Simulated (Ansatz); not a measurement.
**AlP: density, localisation and related maps**

The calculation's input:

```
crystal:
  lattice:
    - [0.0, 2.71, 2.7371]
    - [2.71, 0.0, 2.7371]
    - [2.71, 2.71, 0.0]
  atoms:
    - { symbol: Al, position: [0.0, 0.0, 0.0] }
    - { symbol: P, position: [0.25, 0.25, 0.25] }
kpoints:
  mp_grid: { grid: [14, 14, 14] }
scf:
  occupations: { method: fermi_dirac, width: 0.02 }
hamiltonian:
  xc: pbe
  pseudopotentials: { kind: paw, frozen_core: stored }
output:
  forces: true
  stress: true
  populations: true
  efg: { quadrupole_moments_barn: { Al: 0.1466 } }
  write_density: true
  write_potential: true
  elf: true
  volumetric_format: npy
relax:
  f_tol: 0.02
  max_steps: 60
```

Command:

```sh
ansatz run input.yaml --threads 1 --pin off --max-ram 3072MiB --backend cpu --events-out ev --progress --plain --runs-dir out
```

Below, planes, directions and counts refer to the conventional cell (a = 3.83 Å, b = 3.83 Å, c = 5.47 Å, α = 90.00°, β = 90.00°, γ = 90.00°).

The fields are those of the relaxed geometry.

Space group I-4m2; computed pressure about 3 GPa in this cell.

Level of theory: DFT, PBE, plane-wave PAW, default files, scalar-relativistic, frozen cores (Ansatz 0.2.0).

The density is the valence pseudo-density of a PAW calculation; it isn't the true density close to the nuclei.

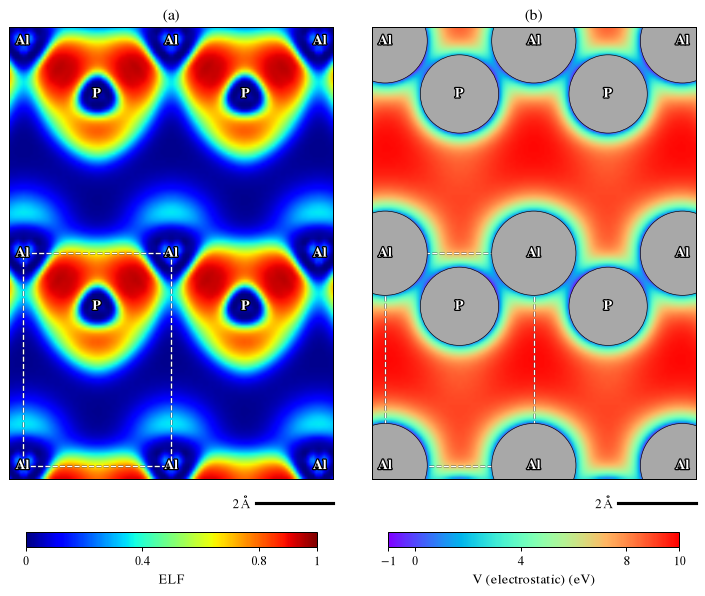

Figure 1. (a) ELF; (b) electrostatic potential energy of an electron on the (100) plane of the conventional cell. Grey discs cover the atomic cores in the potential map.

### Interpret the plot.

Atoms in the plane: Al and P. Al–P (2.35 Å): the ELF peaks at about 0.95 between the atoms: a covalent bond. Outside the cores the potential energy rises away from the atoms and is highest about 2.3 Å from the nearest atoms; its zero is arbitrary.

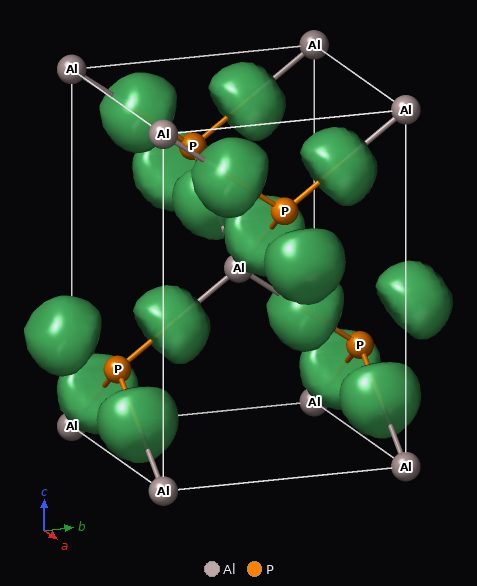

Figure 2. Isosurface of the ELF at 0.85 (green), seen slightly off an axis. Only the valence region is drawn (cores and ρ < 0.01 e/Å³ removed). Sticks mark near contacts.

### Identify the bonds, lone pairs and shells in this picture.

The ELF exceeds this value in eight regions between bonded Al–P atoms (shared pairs), counted in one cell of 4 atoms. Regions shared between cells count once.

### Does the calculation give a band gap?

It is gapped, with a Kohn–Sham gap of 1.5 eV on the k-point mesh, an upper bound to the gap of this method.
